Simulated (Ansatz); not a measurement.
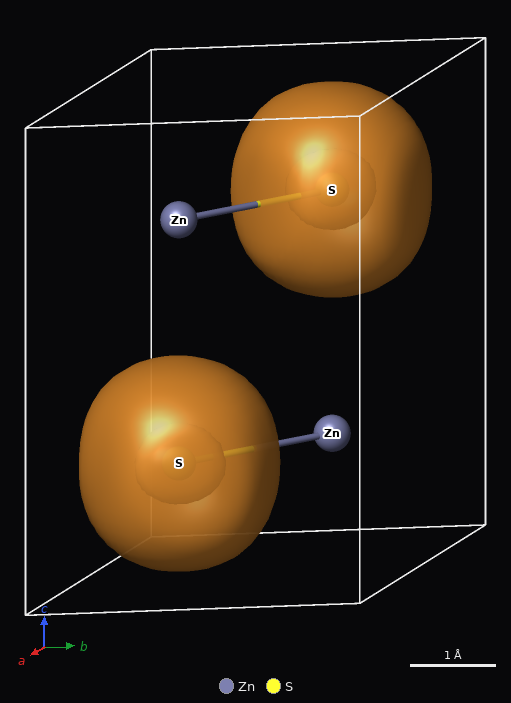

ZnS. Isosurface of the electron localisation function at 0.65 (orange), seen slightly off an axis. Only the valence region is drawn (cores and ρ < 0.01 e/Å³ removed). Sticks mark near contacts.

Space group P6₃/mmc; started from the h-MgO (five-fold) prototype, which need not be the ambient phase; changed on purpose from its base cell (hydrostatic strain +1.2%).

Method: DFT, PBE, plane waves, PAW (Ansatz).

### Identify the bonds, lone pairs and shells in this picture.

The surface consists of two regions wrapped around S (the valence shell of each), counted in one cell of 4 atoms. Regions shared between cells count once. Profiles from the grid: Zn–S (2.31 Å): the ELF peaks at about 0.90 in the valence shell of S, 0.8 Å from its nucleus, and is about 0.55 at the midpoint.

### Does the calculation give a band gap?

It is gapped, with a Kohn–Sham gap of 1.3 eV on the k-point mesh, an upper bound to the gap of this method.
